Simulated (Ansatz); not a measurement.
This input was run:

```
crystal:
  lattice:
    - [6.9621647617, 0.0, 0.0]
    - [-3.4810823808, 5.7835830949, 0.0]
    - [0.0, 0.0, 24.559837203]
  atoms:
    - { symbol: Sn, position: [0.1811359475, 0.3622718951, 0.3460934993] }
    - { symbol: Sn, position: [0.1811359476, 0.8622718951, 0.3460934993] }
    - { symbol: Sn, position: [0.6811359476, 0.3622718951, 0.3460934993] }
    - { symbol: Sn, position: [0.6811359476, 0.8622718951, 0.3460934993] }
    - { symbol: Sn, position: [0.3524382518, 0.7048765036, 0.4523810321] }
    - { symbol: Sn, position: [0.3524382518, 0.2048765036, 0.4523810321] }
    - { symbol: Sn, position: [0.8524382518, 0.7048765036, 0.4523810321] }
    - { symbol: Sn, position: [0.8524382518, 0.2048765036, 0.4523810321] }
    - { symbol: Sn, position: [0.5231142393, 0.0462284786, 0.5588064678] }
    - { symbol: Sn, position: [0.5231142393, 0.5462284786, 0.5588064678] }
    - { symbol: Sn, position: [0.0231142393, 0.0462284786, 0.5588064678] }
    - { symbol: Sn, position: [0.0231142393, 0.5462284786, 0.5588064678] }
    - { symbol: O, position: [0.7731142393, 0.0462284786, 0.616495893] }
basis:
  ecutwfc: 420
kpoints:
  mp_grid: { grid: [5, 5, 1] }
hamiltonian:
  xc: pbe
scf:
  occupations: { method: gaussian, width: 0.1 }
output:
  forces: true
  stress: true
  eigenvalues: true
  write_density: true
  write_potential: true
  elf: true
  volumetric_format: npy
efield:
  axis: 3
  dipole_correction: true
  ramp_width: 0.04
```

Run as:
```bash
ansatz run input.yaml --threads 4 --pin off --max-ram 10240MiB --backend cpu --events-out ev --progress --plain --runs-dir out
```

What does the potential across the slab give for the work function?

The work function is 4.85 eV at the right face and 3.77 eV at the left. The vacuum level is 1.09 eV higher at the right than at the left, so the slab carries a dipole along its normal; the ramp in the vacuum, at or near the edge of the plot, is the dipole correction that keeps each side flat. The outermost atoms are 6.6 Å apart, which leaves 17.9 Å of vacuum in a cell 24.6 Å high.

The atoms aren't at rest in this cell (largest force 1.8 eV/Å), so the relaxed material can differ.

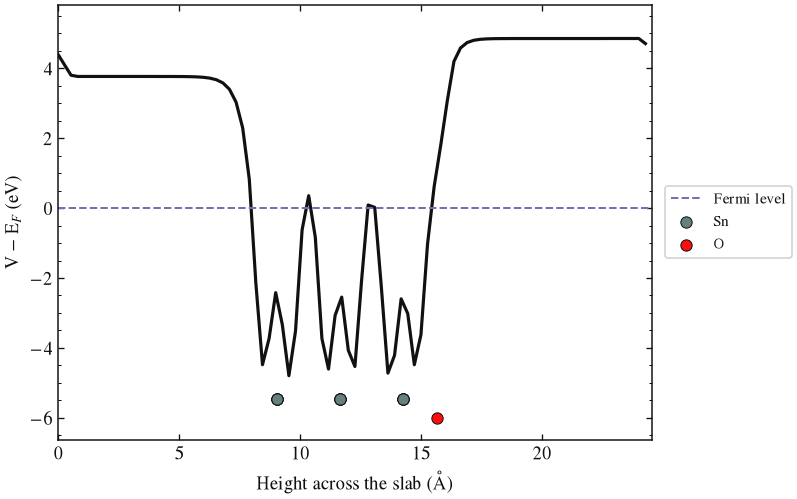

Plane-averaged electrostatic potential energy of an electron across the slab; circles at the bottom mark the heights of the atoms.
